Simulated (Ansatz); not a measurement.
```xyz
2
Lattice="2.4720 0.0000 0.0000 -1.2360 2.1408 0.0000 0.0000 0.0000 4.0211" Properties=species:S:1:pos:R:3 pbc="T T T"
Co    1.2360    0.7136    3.0159
Co    0.0000    1.4272    1.0053
```

Space group P6₃/mmc; a structure from a database of computed crystals, not necessarily the ambient phase; computed pressure about 5 GPa in this cell; spin-polarised.

Computed with Kohn-Sham DFT of a periodic cell, PBE, Ansatz PAW (Ansatz).

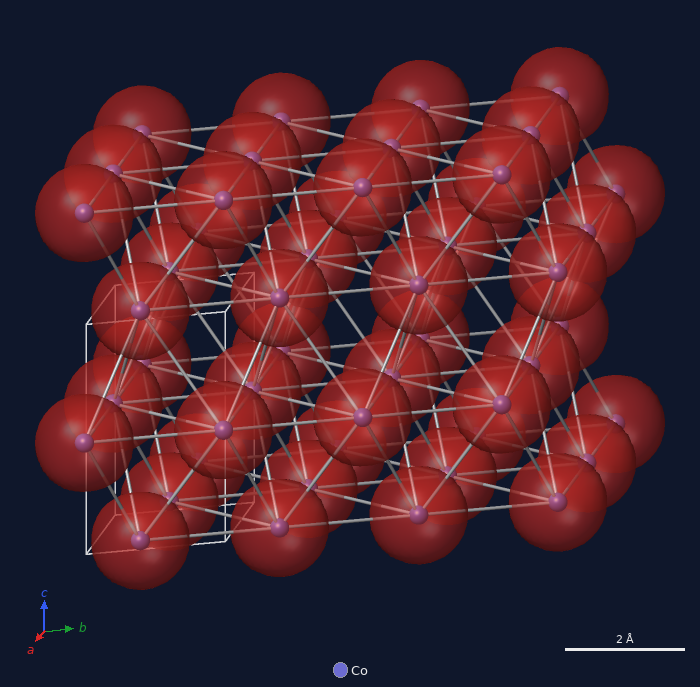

Co. Isosurface of the magnetisation density (up minus down) at +0.1 e/Å³ (red), seen slightly off an axis. Sticks mark near contacts.

Core electrons are frozen (PAW), and the valence fields are smoothed inside the atomic spheres.

**Where is the spin, and how is it ordered?**

The spin density sits on Co: +1.7 μB (×2) in one cell of 2 atoms: parallel main moments (a ferromagnetic arrangement) in this solution. The cell of the calculation (2 atoms) carries 3.3 μB of net spin moment.
